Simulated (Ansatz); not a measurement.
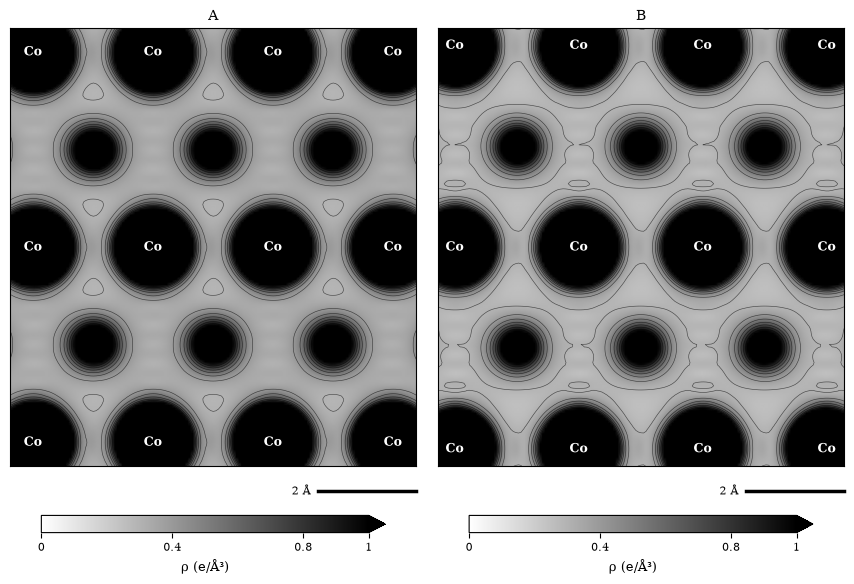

Co. The valence electron density of two cells that differ in size, on the (100) plane of each (indices in the axes of the calculation cell), at one length scale and on one colour scale; one has 10.2 and the other 11.3 Å³ an atom.

These are results of Kohn-Sham DFT of a periodic cell, r2SCAN, Ansatz PAW in Ansatz, not measurements.

Core electrons are frozen (PAW), and the valence fields are smoothed inside the atomic spheres.

The larger cell:

```xyz
2
Lattice="2.5205 0.0000 0.0000 -1.2602 2.1828 0.0000 0.0000 0.0000 4.1000" Properties=species:S:1:pos:R:3 pbc="T T T"
Co    1.2603    0.7276    3.0750
Co    0.0000    1.4552    1.0250
```

The smaller cell: a = 2.439 Å, b = 2.439 Å, c = 3.967 Å, α = 90.00°, β = 90.00°, γ = 120.00°.

Which is the denser cell? Describe the effect of the change.

Panel A is the smaller cell, by 9 % in volume. From the larger cell to the smaller, Co–Co goes from 2.52 to 2.44 Å, and the density at its midpoint from 0.34 to 0.39 e/Å³; the pressure goes from −12 to 10 GPa.
